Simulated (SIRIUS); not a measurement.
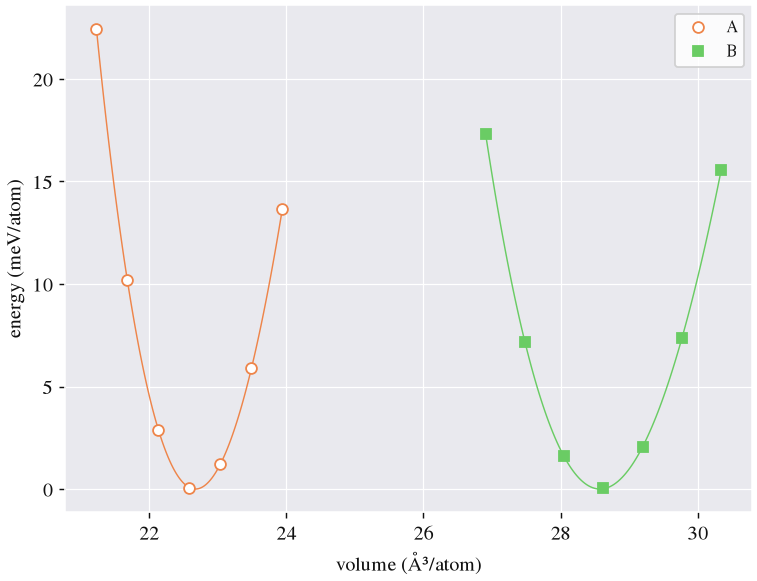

The figure compares two calculations of the energy against volume, each curve from its own zero. The first is for GaAs, space group F-43m (No. 216).

The cell holds 2 atoms.

How it was computed, with SIRIUS 7.10.0: plane-wave DFT, no spin polarisation; energies at scaled volumes of the given cell, shape and fractions fixed, counted from the fit's minimum, third-order Birch-Murnaghan fit. Level: PBEsol.

- k mesh: 8×8×8
- occupations: Fermi–Dirac
- smearing width: 0.05 eV
- potentials: dojo sr pbesol 0.4.1 standard
- wave cutoff: 1152 eV
- density cutoff: 4606 eV

In the second, As is replaced by Sb on all its sites, which gives GaSb in the same structure. The second calculation uses wave cutoff 1102.061 eV.

Which of A and B is the second calculation, and what did the change do?

B. The equilibrium volume rises from 22.68 to 28.58 Å³/atom (+26 %) and the bulk modulus falls from 68.8 to 51.0 GPa (−26 %).

V0 and the bulk modulus come from third-order Birch–Murnaghan fits.
